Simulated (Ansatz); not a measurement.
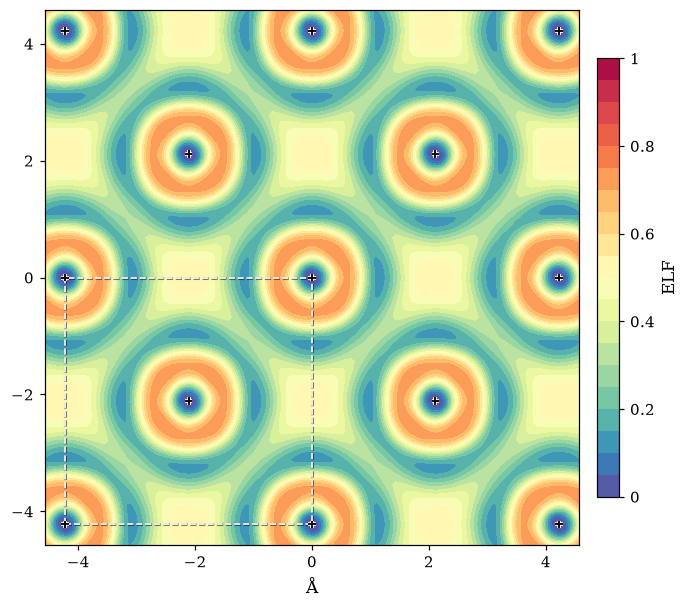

The ELF on a plane through atoms (crosses mark nuclei in the plane).

The calculation used Ansatz 0.2.0, DFT, PBE, plane waves (420 eV) with PAW, scalar-relativistic.

Candidates:
A. Pt, a = 2.63 Å, b = 2.63 Å, c = 2.63 Å, α = 90.00°, β = 90.00°, γ = 90.00°. Space group Pm-3m; set up as Pt, simple cubic; a generated structure, not necessarily the stable one.
B. Mn, a = 5.14 Å, b = 5.14 Å, c = 5.14 Å, α = 90.00°, β = 90.00°, γ = 90.00°. Space group Fd-3m; set up as Mn, diamond; a generated structure, not necessarily the stable one; spin-polarised.
C. Ta, a = 4.22 Å, b = 4.22 Å, c = 4.22 Å, α = 90.00°, β = 90.00°, γ = 90.00°. Space group Fm-3m; set up as Ta, fcc; a generated structure, not necessarily the stable one; computed without spin polarisation.

> Which system is this?

Candidate C: Ta on the (100) plane of the conventional cell, which holds Ta. Ta–Ta (2.99 Å): the ELF is about 0.30 at the midpoint.
